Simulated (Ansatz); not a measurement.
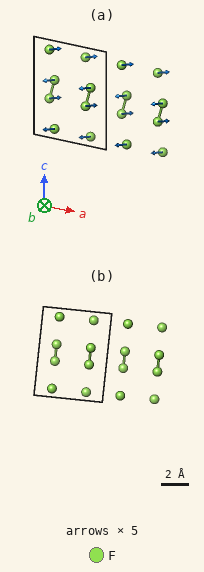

The structure of crystalline F (set up in C2/c) before (top) and after (bottom) a relaxation, at one scale. The blue arrows give the displacements (the part carried along by the change of the cell is left out), 5 times their true length.

The picture is a ball-and-stick view of the conventional cell (2 times the calculation's cell), repeated 2 × 1 × 1 with one cell outlined, seen along the b axis. Lengths and directions refer to the drawn axes.

Phase: solid alpha-F2.

Method: Ansatz 0.2.0, DFT, r2SCAN, plane waves (500 eV) with PAW, scalar-relativistic. Settings: plane-wave cutoff 500 eV; k-point mesh 6 × 6 × 3; occupations fermi dirac; smearing width 0.05 eV; no spin polarisation; cell and atoms relaxed; force threshold 0.01 eV/Å; at most 60 steps.

Question: Summarise the run.

Answer: The energy falls by 66.8 meV per atom in 23 accepted moves (29 points after the start). The largest force component goes from 2.4 to 0.0014 eV/Å. Pressure: −6.73 GPa at the start and 0.00 GPa at the end. The line search rejected the trial steps at points 6, 14, 23, 27 of the run. The SCF was repeated twice at an unchanged geometry on a basis and grid sized afresh for the cell, which shifted the energy by 3.0 meV per atom at most. The largest moves relative to the cell, 0.20 Å, are those of F atoms. The volume changes by −11.2 %, with a 5.500 → 5.117 Å (−7.0 %), b 3.280 → 3.359 Å (+2.4 %), c 7.280 → 6.635 Å (−8.9 %), β 102.2° → 89.9°. Some distances before and after: F–F 1.488 → 1.400 Å. The space group stays C2/c (No. 15).
